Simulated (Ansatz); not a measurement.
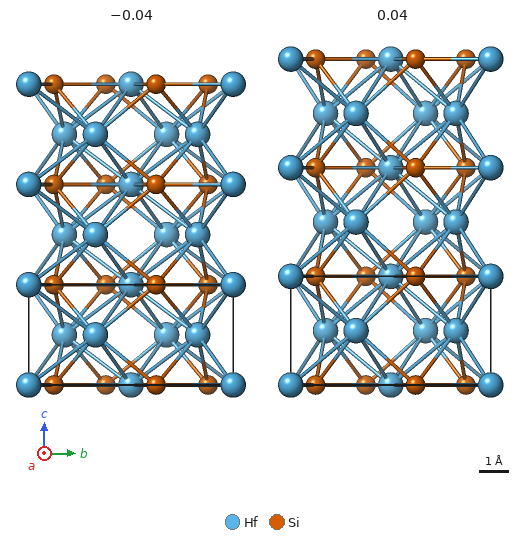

Solid Hf3Si2 (set up in P4/mbm), under uniaxial strain along c (a, b and atoms relaxed), with energies (extrapolated to zero smearing) counted from the relaxed crystal, which is the row at zero. The picture shows the first and the last member. The picture is a ball-and-stick view of the cell of the calculation, repeated 1 × 1 × 3 with one cell outlined, seen along the a axis.

Computed with Ansatz 0.2.0: DFT PBEsol, scalar-relativistic, plane waves, PAW. Set-up: plane-wave cutoff 420 eV; k-point mesh 6 × 6 × 10; occupations gaussian; smearing width 0.1 eV; no spin polarisation; force threshold 0.008 eV/Å.

| strain | energy (meV/atom) | a (Å) | c (Å) |
| --- | --- | --- | --- |
| −0.04 | 14.67 | 7.059 | 3.463 |
| −0.02 | 4.03 | 7.015 | 3.535 |
| 0.0 | 0.00 | 6.976 | 3.607 |
| 0.02 | ? | ? | ? |
| 0.04 | 12.60 | 6.906 | 3.751 |

Question: Fill in the missing row.

Answer: A parabola through three neighbouring rows (−0.02, 0.0, 0.04) gives, with Lagrange weights, (−0.3333)(4.03) + (1.0000)(0.00) + (0.3333)(12.60) = 2.86 meV/atom. The calculation gives 3.23 meV/atom (a = 6.939 Å, c = 3.679 Å). The estimate is 0.37 meV/atom too low. From the first member to the last: Hf–Hf 3.463 → 3.751 Å, Hf–Hf 3.474 → 3.392 Å, Hf–Si 2.799 → 2.733 Å.

The whole series:

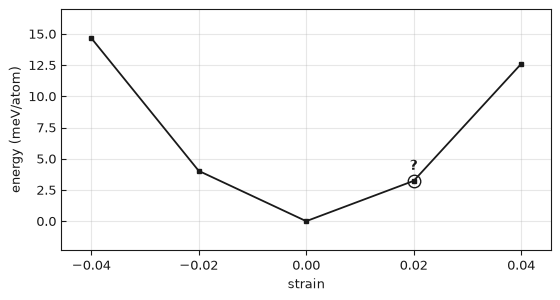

Each member starts from this one structure; whether another phase lies lower wasn't checked.
